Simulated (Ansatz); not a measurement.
# What a change does: single-point calculation on Al3Ni5

System: Al3Ni5 (Cmm2, 8 atoms in the cell).
Method of run 1: DFT PBEsol, scalar-relativistic, plane waves, PAW, no spin polarisation (Ansatz 0.2.0).

The structure derives from a Materials Project entry. Text and figures count atoms from 1; the logs count them from 0 in places.

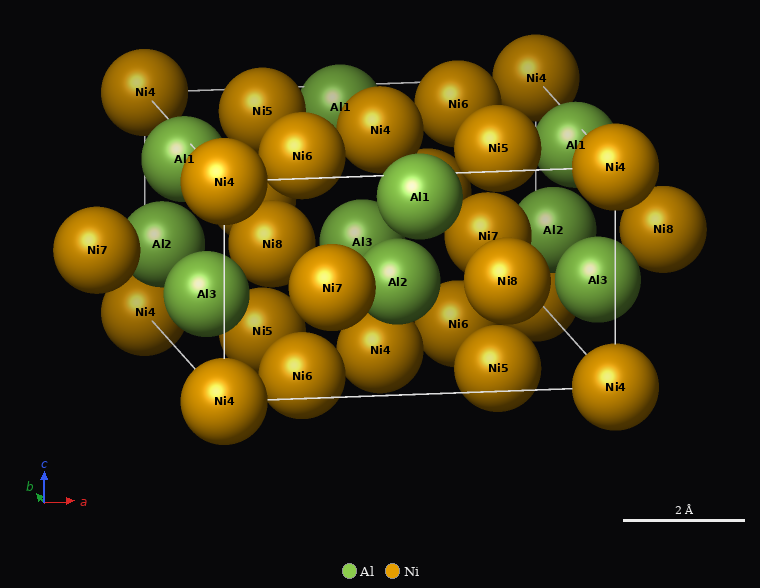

**Figure 1.** The structure (spheres-only view of the cell 2 times as large as that of the calculation, set on its symmetry axes, seen slightly off an axis; atoms are numbered from 1 in the order of the input). An atom can appear more than once, as a periodic image.

**Input, run 1**
```yaml
crystal:
  lattice:
    - [3.293332276, -3.6919375971, 0.0]
    - [3.293332276, 3.6919375971, 0.0]
    - [0.0, 0.0, 3.7203545651]
  atoms:
    - { symbol: Al, position: [0.5, 0.5, 0.1007968443] }
    - { symbol: Al, position: [0.7796888787, 0.2203111213, 0.6007968443] }
    - { symbol: Al, position: [0.2203111213, 0.7796888787, 0.6007968443] }
    - { symbol: Ni, position: [0.0, 0.0, 0.0] }
    - { symbol: Ni, position: [0.0, 0.5, 0.0] }
    - { symbol: Ni, position: [0.5, 0.0, 0.0] }
    - { symbol: Ni, position: [0.2762373066, 0.2762373066, 0.5] }
    - { symbol: Ni, position: [0.7237626934, 0.7237626934, 0.5] }
basis:
  ecutwfc: 420
kpoints:
  mp_grid: { grid: [8, 8, 10] }
hamiltonian:
  xc: pbesol
scf:
  occupations: { method: gaussian, width: 0.15 }
output:
  forces: true
  stress: true
  eigenvalues: true
```

Launched with:
```bash
ansatz run input.yaml --threads 2 --pin off --max-ram 5120MiB --backend cpu --events-out ev --progress --plain --runs-dir out
```

Hardware: 2 threads of Intel Xeon @ 2.50GHz (Skylake/Cascade Lake), 189 GiB of memory available, shared host.

**Output, shortened to warnings, some set-up lines, iterations and results (run 1)**
```
Basis set: ecut = 420 eV, 1779 PW (Γ), exchange–correlation on 72×72×50 points (8 copies of the dense FFT grid, shifted against one another)
Symmetry: 4 space group operations
k-points: 126 of 640 (time reversal used)
Initial density: superposition of atomic densities (neutral atoms: chi_scale 0, normalization atom), corrected by the library's trained network
[...]
SCF iter   1: F=—  HF=-30601.266504 eV  |F-HF|=—  |Δ(HF+E_count)|=         —  Δρ=2.39e-2  dr2=3.04e-1  ethr=1.77e-3  ⟨swp⟩=6.9  Hψ=29247  notcnv=0  defer=26
SCF iter   2: F=—  HF=-30601.223160 eV  |F-HF|=—  |Δ(HF+E_count)|=   4.33e-2  Δρ=5.83e-3  dr2=2.27e-2  ethr=3.07e-4  ⟨swp⟩=3.0  Hψ=15152  notcnv=0  defer=366
SCF iter   3: F=—  HF=-30601.220057 eV  |F-HF|=—  |Δ(HF+E_count)|=   3.10e-3  Δρ=1.53e-3  dr2=2.23e-3  ethr=2.29e-5  ⟨swp⟩=1.1  Hψ=7281  notcnv=0  defer=366
SCF iter   4: F=—  HF=-30601.219651 eV  |F-HF|=—  |Δ(HF+E_count)|=   4.06e-4  Δρ=3.19e-4  dr2=6.36e-5  ethr=2.25e-6  ⟨swp⟩=2.0  Hψ=10579  notcnv=0  defer=366
SCF iter   5: F=—  HF=-30601.219750 eV  |F-HF|=—  |Δ(HF+E_count)|=   9.89e-5  Δρ=1.00e-4  dr2=1.06e-5  ethr=6.42e-8  ⟨swp⟩=2.2  Hψ=12080  notcnv=0  defer=366
SCF iter   6: F=—  HF=-30601.219748 eV  |F-HF|=—  |Δ(HF+E_count)|=   2.04e-6  Δρ=2.98e-5  dr2=7.79e-7  ethr=1.08e-8  ⟨swp⟩=2.0  Hψ=8173  notcnv=0  defer=366
SCF iter   7: F=-30601.219747 eV  HF=-30601.219748 eV  |F-HF|=9.42e-8  |Δ(HF+E_count)|=   2.21e-7  Δρ=1.19e-5  dr2=8.85e-8  ethr=1.01e-10  ⟨swp⟩=9.7  Hψ=34682  notcnv=0
SCF 1 converged in 7 iterations: F = -30601.219747 eV  dr2 = 8.85e-8
SCF converged after 7 iterations
Free energy (F): -30601.219747 eV
Harris-Foulkes:  -30601.219748 eV  (|F-HF|=9.42e-8)
Internal energy: -30601.178194 eV  (E = F + TS)
E sigma→0 (E₀):  -30601.198971 eV
Entropy (-TS):   -0.041554 eV (-5.194 meV/atom)
Fermi energy:    15.295883 eV
--- Per-component energies (eV) ---
  E_band       = -1598.140303
  E_kinetic    = 1510.931789
  E_local      = -21259.004699  (includes V_loc(G=0)·N_el)
  E_nonlocal   = 3222.952850
  E_hartree    = 9111.238678
  E_xc         = -549.253629
  E_vxc        = -645.268248  (∫ρ·V_xc dr)
  E_paw        = -9351.155702  (= ΣΔE_a)
  E_vpaw       = -2650.222591  (= ΣTr[D̂ρ^β])
  E_aug_tail   = 0.002318  (compensation charges beyond the density's cutoff)
  E_ewald      = -13287.933661
  E_core_change = 1.043861  (= ΣΔE_core)
  E_smearing   = -0.041554  (= −TS)
  E_closure    = -0.000000  (closes the sum)
  Σ components = -30601.219747   (vs F -30601.219747, Δ=0.00e0)
--- Forces (eV/Å), atoms counted from 1 ---
  atom   1  Al     0.00000000    -0.00000000    -4.32235920
  atom   2  Al     0.00000000     0.61430142    -3.23684746
  atom   3  Al     0.00000000    -0.61430142    -3.23684746
  atom   4  Ni     0.00000000     0.00000000     2.38218239
  atom   5  Ni     0.00000000     0.00000000     2.10025773
  atom   6  Ni     0.00000000     0.00000000     2.10025773
  atom   7  Ni    -1.24881375     0.00000000     2.10666121
  atom   8  Ni     1.24881375     0.00000000     2.10666121
  max |Σ_I F_I| component: 3.39e-5 eV/Å
--- Stress (GPa, compression-positive) ---
       13.213003       0.000000      -0.000000
        0.000000       2.920047       0.000000
       -0.000000       0.000000      11.483296
  P = ⅓ Tr σ = 9.2054 GPa (92.054 kbar)
```

For run 2 the input was changed thus:
```diff
-  mp_grid: { grid: [8, 8, 10] }
+  mp_grid: { grid: [6, 6, 8] }
+  mixing: { algorithm: anderson, beta: 0.05, ndim: 4 }
```

Predict how the results change.

The free energy of run 2 is 0.44 meV per atom lower, which comes mainly from the change of mesh; a solver setting shouldn't move a converged energy. The SCF takes 37 iterations against 7. The irreducible k-points go from 126 to 65. On the same kind of shared host run 2 took about 1.7 times as long.

**Output, shortened to warnings, some set-up lines, iterations and results (run 2)**
```
Basis set: ecut = 420 eV, 1779 PW (Γ), exchange–correlation on 72×72×50 points (8 copies of the dense FFT grid, shifted against one another)
Symmetry: 4 space group operations
k-points: 65 of 288 (time reversal used)
Initial density: superposition of atomic densities (neutral atoms: chi_scale 0, normalization atom), corrected by the library's trained network
[...]
SCF iter   1: F=—  HF=-30601.269635 eV  |F-HF|=—  |Δ(HF+E_count)|=         —  Δρ=2.37e-2  dr2=2.99e-1  ethr=1.77e-3  ⟨swp⟩=6.8  Hψ=15045  notcnv=0  defer=9
SCF iter   2: F=—  HF=-30601.252660 eV  |F-HF|=—  |Δ(HF+E_count)|=   1.70e-2  Δρ=1.98e-2  dr2=2.07e-1  ethr=3.02e-4  ⟨swp⟩=1.0  Hψ=4485  notcnv=0  defer=14  κ⁻¹=1.0e0(r=1)
SCF iter   3: F=—  HF=-30601.225129 eV  |F-HF|=—  |Δ(HF+E_count)|=   2.75e-2  Δρ=3.69e-3  dr2=5.98e-3  ethr=2.09e-4  ⟨swp⟩=2.0  Hψ=5738  notcnv=0  defer=14  κ⁻¹=2.7e-4(r=2)
SCF iter   4: F=—  HF=-30601.224296 eV  |F-HF|=—  |Δ(HF+E_count)|=   8.33e-4  Δρ=2.91e-3  dr2=3.46e-3  ethr=6.04e-6  ⟨swp⟩=2.0  Hψ=6499  notcnv=0  defer=14  κ⁻¹=2.4e-5(r=3)
SCF iter   5: F=—  HF=-30601.224975 eV  |F-HF|=—  |Δ(HF+E_count)|=   6.79e-4  Δρ=4.24e-3  dr2=9.85e-3  ethr=3.49e-6  ⟨swp⟩=2.0  Hψ=6013  notcnv=0  defer=14  κ⁻¹=5.3e-6(r=3)
[... 28 lines ...]
SCF iter  34: F=—  HF=-30601.223300 eV  |F-HF|=—  |Δ(HF+E_count)|=   6.64e-8  Δρ=1.18e-5  dr2=3.23e-8  ethr=4.28e-11  ⟨swp⟩=5.0  Hψ=15709  notcnv=0  κ⁻¹=5.4e-3(r=3)
SCF iter  35: F=—  HF=-30601.223300 eV  |F-HF|=—  |Δ(HF+E_count)|=   2.33e-9  Δρ=1.23e-5  dr2=3.22e-8  ethr=3.26e-11  ⟨swp⟩=3.0  Hψ=10284  notcnv=0  κ⁻¹=3.6e-3(r=3)
SCF iter  36: F=—  HF=-30601.223300 eV  |F-HF|=—  |Δ(HF+E_count)|=   3.39e-8  Δρ=1.22e-5  dr2=3.12e-8  ethr=3.25e-11  ⟨swp⟩=3.0  Hψ=10638  notcnv=0  κ⁻¹=3.0e-3(r=3)
SCF iter  37: F=-30601.223300 eV  HF=-30601.223300 eV  |F-HF|=6.33e-8  |Δ(HF+E_count)|=   1.75e-9  Δρ=1.21e-5  dr2=3.06e-8  ethr=3.15e-11  ⟨swp⟩=3.0  Hψ=10552  notcnv=0
SCF 1 converged in 37 iterations: F = -30601.223300 eV  dr2 = 3.06e-8
SCF converged after 37 iterations
Stability not checked: this state was not tested for a lower state beside it, because the mixer in use, unlike msr1, does not test its closes by its own steps (another_mixer; see scf.mixing.algorithm and scf.lower_state_search)
Free energy (F): -30601.223300 eV
Harris-Foulkes:  -30601.223300 eV  (|F-HF|=6.33e-8)
Internal energy: -30601.180764 eV  (E = F + TS)
E sigma→0 (E₀):  -30601.202032 eV
Entropy (-TS):   -0.042536 eV (-5.317 meV/atom)
Fermi energy:    15.294442 eV
--- Per-component energies (eV) ---
  E_band       = -1598.028899
  E_kinetic    = 1510.952120
  E_local      = -21259.177146  (includes V_loc(G=0)·N_el)
  E_nonlocal   = 3222.998184
  E_hartree    = 9111.381590
  E_xc         = -549.250476
  E_vxc        = -645.264128  (∫ρ·V_xc dr)
  E_paw        = -9351.197553  (= ΣΔE_a)
  E_vpaw       = -2650.282797  (= ΣTr[D̂ρ^β])
  E_aug_tail   = 0.002318  (compensation charges beyond the density's cutoff)
  E_ewald      = -13287.933661
  E_core_change = 1.043861  (= ΣΔE_core)
  E_smearing   = -0.042536  (= −TS)
  E_closure    = -0.000000  (closes the sum)
  Σ components = -30601.223300   (vs F -30601.223300, Δ=0.00e0)
--- Forces (eV/Å), atoms counted from 1 ---
  atom   1  Al     0.00000000    -0.00000000    -4.32927271
  atom   2  Al     0.00000000     0.61939608    -3.23030485
  atom   3  Al     0.00000000    -0.61939608    -3.23030485
  atom   4  Ni     0.00000000     0.00000000     2.38084242
  atom   5  Ni     0.00000000     0.00000000     2.09738248
  atom   6  Ni     0.00000000     0.00000000     2.09738248
  atom   7  Ni    -1.25322859     0.00000000     2.10715147
  atom   8  Ni     1.25322859     0.00000000     2.10715147
  max |Σ_I F_I| component: 2.79e-5 eV/Å
--- Stress (GPa, compression-positive) ---
       13.133227       0.000000      -0.000000
        0.000000       3.106880       0.000000
       -0.000000       0.000000      11.363924
  P = ⅓ Tr σ = 9.2013 GPa (92.013 kbar)
```

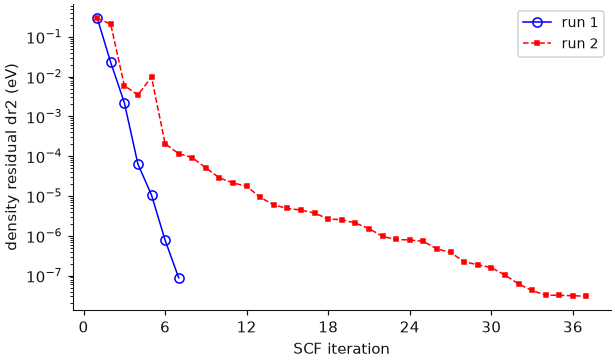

**Figure 2.** Convergence of the two runs: density residual dr2 against the SCF iteration. Run 1 takes 7 iterations in all, and run 2 takes 37.

**The two runs side by side**

| quantity | run 1 | run 2 |
| --- | --- | --- |
| outcome | converged | converged |
| free energy per atom (eV) | −3825.1525 | −3825.1529 |
| energy per atom, smearing taken to zero (eV) | −3825.1499 | −3825.1503 |
| gap on the mesh (eV) | 0.00 | 0.00 |
| pressure (GPa) | 9.21 | 9.20 |
| largest force (eV/Å) | 4.322 | 4.329 |
| SCF iterations | 7 | 37 |
| irreducible k-points | 126 | 65 |
| plane waves at Γ | 1779 | 1779 |
| wall time (shared host) | 59 s | 100 s |

For both runs: The run has no spin polarisation, so a magnetic state may lie lower. For run 2: These settings are looser than, or depart from, a standard set-up, so the numbers are not reference values for this system.
